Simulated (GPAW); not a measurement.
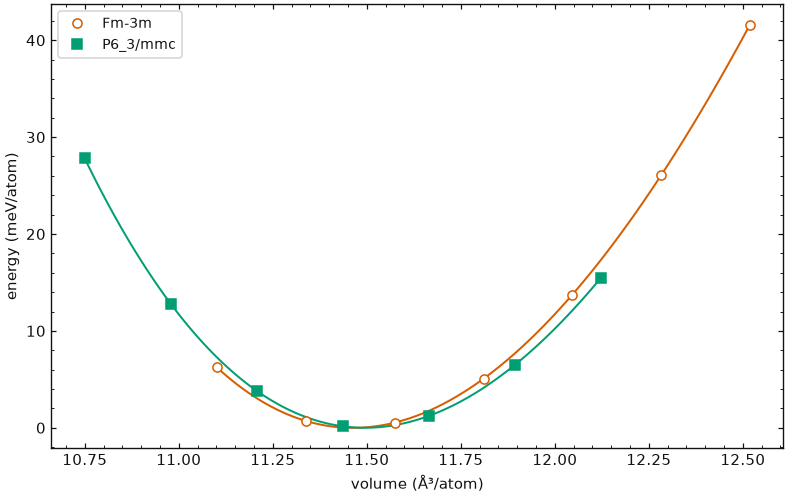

**Figure.** Energy against volume, with one curve for each structure, for Cu. Each energy curve has its own zero, so the curves don't rank the structures.

Settings that differ: Fm-3m: k mesh 13×13×13; P6_3/mmc: k mesh 12×12×7.

The fitted equilibrium volumes, smallest first, are Fm-3m 11.463, P6_3/mmc 11.495 Å³/atom. The fitted bulk moduli, smallest first, are P6_3/mmc 161.1, Fm-3m 164.1 GPa.

Computed with GPAW 26.7.0: PAW DFT in plane waves, on a grid or in atomic orbitals, no spin polarisation; energies at scaled volumes of the given cell, shape and fractions fixed, counted from the fit's minimum, third-order Birch-Murnaghan fit. Level: PBEsol.

```
       setting                                                value
   occupations                                          Fermi–Dirac
smearing width                                              0.05 eV
    potentials  PAW data sets made by gpaw setup for the functional
   wave cutoff                                               600 eV
```
